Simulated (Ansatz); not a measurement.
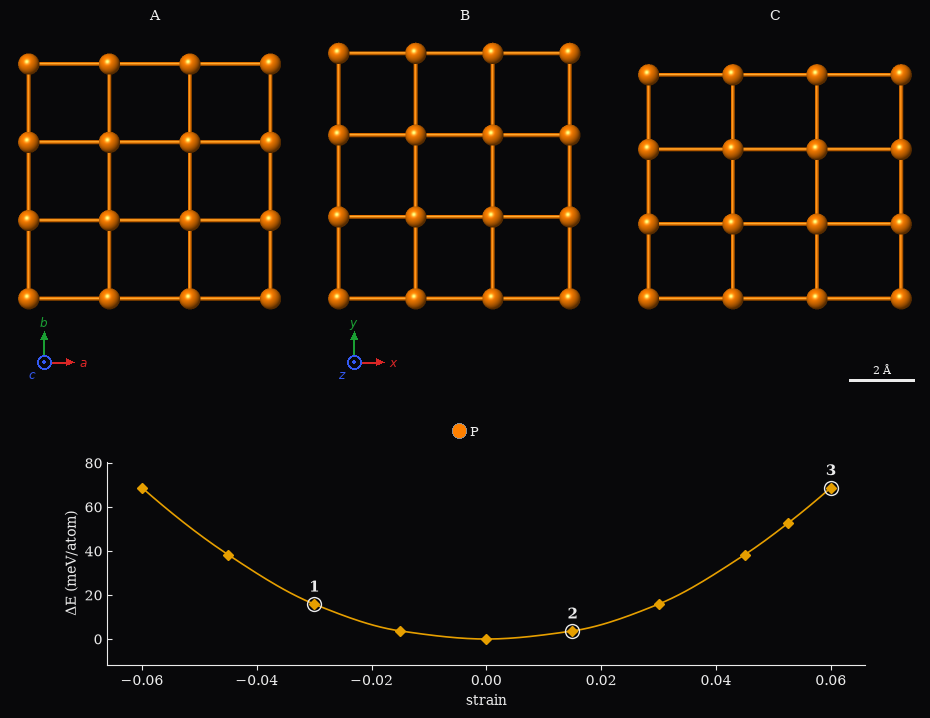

A scan of solid P (P4/mmm): the cell is strained along x and oppositely along y, with the atoms kept at their fractional coordinates. x, y and z are the Cartesian axes of the input. The frames are shuffled; the numbered points of the plot belong to them. The picture is a ball-and-stick view of the cell of the calculation, repeated 3 × 3 × 2 with one cell outlined, seen along the c axis.

Level of theory: DFT PBE, scalar-relativistic, plane waves, PAW (Ansatz 0.2.0). (plane-wave cutoff 420 eV; k-point mesh 24 × 24 × 12; occupations gaussian; smearing width 0.15 eV; no spin polarisation). Energies (free energies at the smearing named) are counted from the relaxed crystal.

Q: Match the frames to the points.

A: Point 1 is frame B (the strain −0.03, 15.9 meV/atom); 2 is frame A (the strain 0.015, 3.7 meV/atom); 3 is frame C (the strain 0.06, 68.8 meV/atom). Of the computed points the lowest is at the strain 0.00, 0.0 meV/atom. At the ends of the scan the energy is 68.8 meV/atom (−0.06) and 68.8 meV/atom (0.06). The curvature at zero strain, (1/V) d²E/dε², is about 390 GPa; it is C₁₁ + C₂₂ − 2C₁₂ with clamped ions. The distortion takes the space group from P4/mmm to Pmmm, except for P2/m at −0.06, P4/mmm at −0.015, P4/mmm at 0.015, P2/m at 0.0525, P2/m at 0.06. At the strain −0.06 the cell of the drawing goes a 2.459 → 2.311 Å, b 2.459 → 2.606 Å.
